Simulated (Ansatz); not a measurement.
**W3Si: a changed input and its effect**

System: W3Si (I4/mmm, 4 atoms in the cell).
Method of run A: DFT PBEsol, scalar-relativistic, plane waves, PAW, no spin polarisation (Ansatz 0.2.0).

The structure derives from a Materials Project entry. Text and figures count atoms from 1; the logs count them from 0 in places.

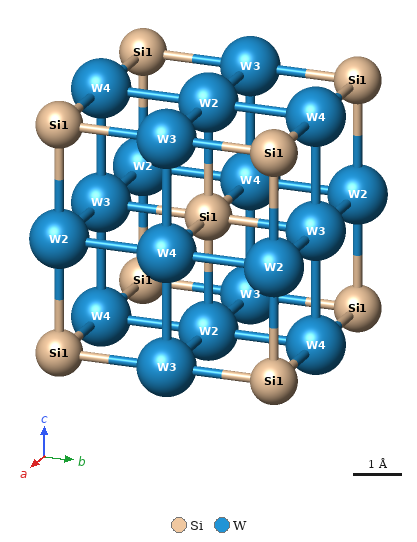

Fig. 1: The structure (ball-and-stick view of the cell 2 times as large as that of the calculation, set on its symmetry axes, seen at an oblique angle; atoms are numbered from 1 in the order of the input). An atom can appear more than once, as a periodic image.

## Input file, run A
```yaml
crystal:
  lattice:
    - [-2.4483355223, 2.4483355223, 2.5771952866]
    - [2.4483355223, -2.4483355223, 2.5771952866]
    - [2.4483355223, 2.4483355223, -2.5771952866]
  atoms:
    - { symbol: Si, position: [0.0, 0.0, 0.0] }
    - { symbol: W, position: [0.5, 0.5, 0.0] }
    - { symbol: W, position: [0.5, 0.0, 0.5] }
    - { symbol: W, position: [0.0, 0.5, 0.5] }
basis:
  ecutwfc: 420
kpoints:
  mp_grid: { grid: [14, 14, 14] }
hamiltonian:
  xc: pbesol
scf:
  occupations: { method: gaussian, width: 0.15 }
output:
  forces: true
  stress: true
  eigenvalues: true
```

Command:
```bash
ansatz run input.yaml --threads 2 --pin off --max-ram 5120MiB --backend cpu --events-out ev --progress --plain --runs-dir out
```

Hardware: 2 threads of Intel Xeon @ 2.50GHz (Skylake/Cascade Lake), 189 GiB of memory available, shared host.

## Output, shortened to warnings, some set-up lines, iterations and results (run A)
```
Basis set: ecut = 420 eV, 1213 PW (Γ), exchange–correlation on 60×60×60 points (8 copies of the dense FFT grid, shifted against one another)
Symmetry: 16 space group operations
k-points: 244 of 2744
Initial density: superposition of atomic densities (neutral atoms: chi_scale 0, normalization atom), corrected by the library's trained network
[...]
SCF iter   1: F=—  HF=-31385.074624 eV  |F-HF|=—  |Δ(HF+E_count)|=         —  Δρ=7.59e-3  dr2=2.78e-2  ethr=1.77e-3  ⟨swp⟩=5.0  Hψ=29220  notcnv=0
SCF iter   2: F=—  HF=-31385.070110 eV  |F-HF|=—  |Δ(HF+E_count)|=   4.51e-3  Δρ=4.07e-3  dr2=7.95e-3  ethr=6.04e-5  ⟨swp⟩=1.0  Hψ=8785  notcnv=0
SCF iter   3: F=—  HF=-31385.068695 eV  |F-HF|=—  |Δ(HF+E_count)|=   1.41e-3  Δρ=3.64e-4  dr2=4.22e-5  ethr=1.73e-5  ⟨swp⟩=2.0  Hψ=8992  notcnv=0
SCF iter   4: F=—  HF=-31385.068696 eV  |F-HF|=—  |Δ(HF+E_count)|=   6.90e-7  Δρ=4.77e-5  dr2=6.84e-7  ethr=9.18e-8  ⟨swp⟩=2.7  Hψ=12902  notcnv=0
SCF iter   5: F=-31385.068696 eV  HF=-31385.068696 eV  |F-HF|=5.12e-9  |Δ(HF+E_count)|=   9.58e-8  Δρ=9.57e-6  dr2=2.75e-8  ethr=1.49e-9  ⟨swp⟩=1.7  Hψ=9004  notcnv=0
SCF iter   6: F=-31385.068696 eV  HF=-31385.068696 eV  |F-HF|=4.00e-11  |Δ(HF+E_count)|=   6.85e-9  Δρ=1.12e-6  dr2=4.01e-10  ethr=5.98e-11  ⟨swp⟩=3.6  Hψ=22539  notcnv=0
SCF 1 converged in 6 iterations: F = -31385.068696 eV  dr2 = 4.01e-10
SCF converged after 6 iterations
Free energy (F): -31385.068696 eV
Harris-Foulkes:  -31385.068696 eV  (|F-HF|=4.00e-11)
Internal energy: -31385.024742 eV  (E = F + TS)
E sigma→0 (E₀):  -31385.046719 eV
Entropy (-TS):   -0.043954 eV (-10.989 meV/atom)
Fermi energy:    19.466237 eV
--- Per-component energies (eV) ---
  E_band       = -312.175513
  E_kinetic    = 1407.730780
  E_local      = -2427.100475  (includes V_loc(G=0)·N_el)
  E_nonlocal   = 46.434705
  E_hartree    = 907.674444
  E_xc         = -853.740513
  E_vxc        = -767.310204  (∫ρ·V_xc dr)
  E_paw        = -25810.504296  (= ΣΔE_a)
  E_vpaw       = -387.279100  (= ΣTr[D̂ρ^β])
  E_aug_tail   = -0.000178  (compensation charges beyond the density's cutoff)
  E_ewald      = -4656.216146
  E_core_change = 0.696937  (= ΣΔE_core)
  E_smearing   = -0.043954  (= −TS)
  E_closure    = 0.000000  (closes the sum)
  Σ components = -31385.068696   (vs F -31385.068696, Δ=0.00e0)
--- Forces (eV/Å), atoms counted from 1 ---
  atom   1  Si    -0.00000000     0.00000000    -0.00000000
  atom   2  W      0.00000000     0.00000000     0.00000000
  atom   3  W      0.00000000     0.00000000    -0.00000000
  atom   4  W      0.00000000     0.00000000    -0.00000000
  max |Σ_I F_I| component: 3.90e-29 eV/Å
--- Stress (GPa, compression-positive) ---
       36.064753       0.000000      -0.000000
        0.000000      36.064753      -0.000000
        0.000000       0.000000       9.783452
  P = ⅓ Tr σ = 27.3043 GPa (273.043 kbar)
```

For run B the input was changed thus:
```diff
-    - [-2.4483355223, 2.4483355223, 2.5771952866]
-    - [2.4483355223, -2.4483355223, 2.5771952866]
-    - [2.4483355223, 2.4483355223, -2.5771952866]
+    - [-2.4483355223, 2.4483355223, 2.4483355223]
+    - [2.4483355223, -2.4483355223, 2.4483355223]
+    - [2.4483355223, 2.4483355223, -2.4483355223]
```

What does this change do to the results?

With the same functional and potentials, run B lies 121.9 meV per atom higher. The pressure goes from 27.30 to 43.37 GPa. The volume per atom goes from 15.45 to 14.68 Å³. The number of SCF iterations is the same. The irreducible k-points go from 244 to 104. The plane waves at Γ go from 1213 to 1157. On the same kind of shared host run B took about 0.55 times as long.

## Output, shortened to warnings, some set-up lines, iterations and results (run B)
```
Basis set: ecut = 420 eV, 1157 PW (Γ), exchange–correlation on 60×60×60 points (8 copies of the dense FFT grid, shifted against one another)
Symmetry: 48 space group operations
k-points: 104 of 2744
Initial density: superposition of atomic densities (neutral atoms: chi_scale 0, normalization atom), corrected by the library's trained network
[...]
SCF iter   1: F=—  HF=-31384.585979 eV  |F-HF|=—  |Δ(HF+E_count)|=         —  Δρ=7.42e-3  dr2=2.08e-2  ethr=1.77e-3  ⟨swp⟩=5.0  Hψ=12580  notcnv=0
SCF iter   2: F=—  HF=-31384.582198 eV  |F-HF|=—  |Δ(HF+E_count)|=   3.78e-3  Δρ=4.03e-3  dr2=6.26e-3  ethr=4.52e-5  ⟨swp⟩=1.0  Hψ=3746  notcnv=0
SCF iter   3: F=—  HF=-31384.581086 eV  |F-HF|=—  |Δ(HF+E_count)|=   1.11e-3  Δρ=3.86e-4  dr2=4.51e-5  ethr=1.36e-5  ⟨swp⟩=2.0  Hψ=3882  notcnv=0
SCF iter   4: F=—  HF=-31384.581078 eV  |F-HF|=—  |Δ(HF+E_count)|=   8.96e-6  Δρ=4.57e-5  dr2=5.62e-7  ethr=9.79e-8  ⟨swp⟩=2.4  Hψ=4947  notcnv=0
SCF iter   5: F=-31384.581078 eV  HF=-31384.581078 eV  |F-HF|=8.26e-10  |Δ(HF+E_count)|=   4.14e-8  Δρ=8.66e-6  dr2=1.96e-8  ethr=1.22e-9  ⟨swp⟩=2.3  Hψ=4549  notcnv=0
SCF iter   6: F=-31384.581078 eV  HF=-31384.581078 eV  |F-HF|=1.56e-10  |Δ(HF+E_count)|=   1.78e-9  Δρ=1.01e-6  dr2=4.07e-10  ethr=4.27e-11  ⟨swp⟩=3.6  Hψ=9315  notcnv=0
SCF 1 converged in 6 iterations: F = -31384.581078 eV  dr2 = 4.07e-10
SCF converged after 6 iterations
Free energy (F): -31384.581078 eV
Harris-Foulkes:  -31384.581078 eV  (|F-HF|=1.56e-10)
Internal energy: -31384.538195 eV  (E = F + TS)
E sigma→0 (E₀):  -31384.559636 eV
Entropy (-TS):   -0.042883 eV (-10.721 meV/atom)
Fermi energy:    20.659644 eV
--- Per-component energies (eV) ---
  E_band       = -260.208605
  E_kinetic    = 1416.417606
  E_local      = -2317.115215  (includes V_loc(G=0)·N_el)
  E_nonlocal   = 47.973531
  E_hartree    = 876.058871
  E_xc         = -856.858573
  E_vxc        = -771.347228  (∫ρ·V_xc dr)
  E_paw        = -25811.419942  (= ΣΔE_a)
  E_vpaw       = -388.255413  (= ΣTr[D̂ρ^β])
  E_aug_tail   = -0.000183  (compensation charges beyond the density's cutoff)
  E_ewald      = -4740.291227
  E_core_change = 0.696937  (= ΣΔE_core)
  E_smearing   = -0.042883  (= −TS)
  E_closure    = -0.000000  (closes the sum)
  Σ components = -31384.581078   (vs F -31384.581078, Δ=0.00e0)
--- Forces (eV/Å), atoms counted from 1 ---
  atom   1  Si    -0.00000000     0.00000000     0.00000000
  atom   2  W      0.00000000    -0.00000000     0.00000000
  atom   3  W      0.00000000     0.00000000     0.00000000
  atom   4  W     -0.00000000    -0.00000000    -0.00000000
  max |Σ_I F_I| component: 4.96e-29 eV/Å
--- Stress (GPa, compression-positive) ---
       43.373619       0.000000      -0.000000
        0.000000      43.373619       0.000000
        0.000000      -0.000000      43.373619
  P = ⅓ Tr σ = 43.3736 GPa (433.736 kbar)
```

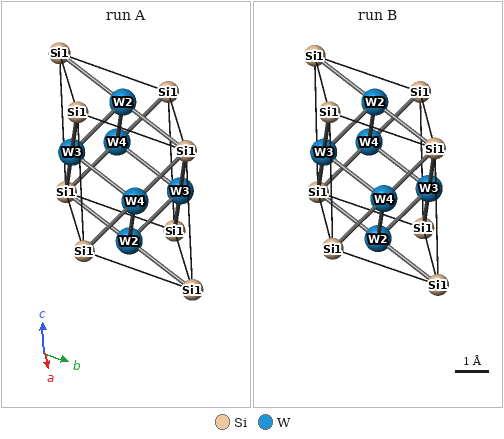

Fig. 2: The two input geometries at one scale (ball-and-stick view of the cell of the calculation, seen at an oblique angle). The atoms keep their places relative to the cell (all moves are under 0.005 Å). The drawn cell changes as follows: a = b = c 4.316 → 4.241 Å (−1.8 %), α 110.9° → 109.5°, β 110.9° → 109.5°, γ 106.7° → 109.5°; the volume changes by −5.0 %. Among the contacts that change: Si1–W2 2.577 → 2.448 Å, W3–W4 2.577 → 2.448 Å.

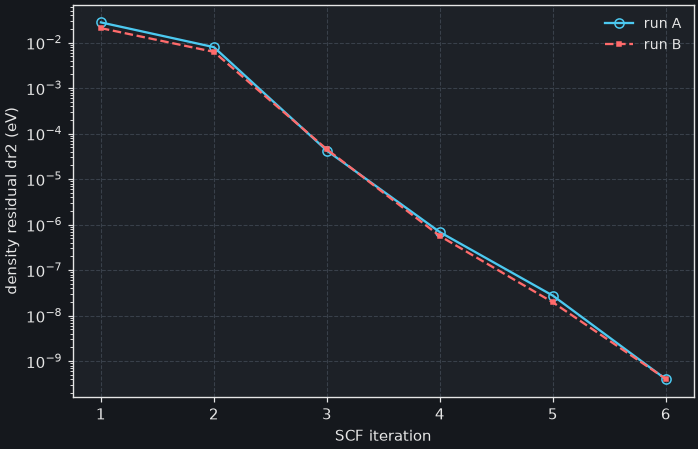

Fig. 3: Convergence of the two runs: density residual dr2 against the SCF iteration. Run A takes 6 iterations in all, and run B takes 6.

## The two runs side by side

```tsv
quantity	run A	run B
outcome	converged	converged
free energy per atom (eV)	−7846.2672	−7846.1453
energy per atom, smearing taken to zero (eV)	−7846.2617	−7846.1399
gap on the mesh (eV)	0.00	0.00
pressure (GPa)	27.30	43.37
volume per atom (Å³)	15.45	14.68
largest force (eV/Å)	0.000	0.000
SCF iterations	6	6
irreducible k-points	244	104
plane waves at Γ	1213	1157
wall time (shared host)	15 s	8.2 s
```

For both runs: Spin–orbit coupling is left out, which matters for W. For run B: The cell is under a pressure of 43 GPa at this level, so it is not at its equilibrium volume.
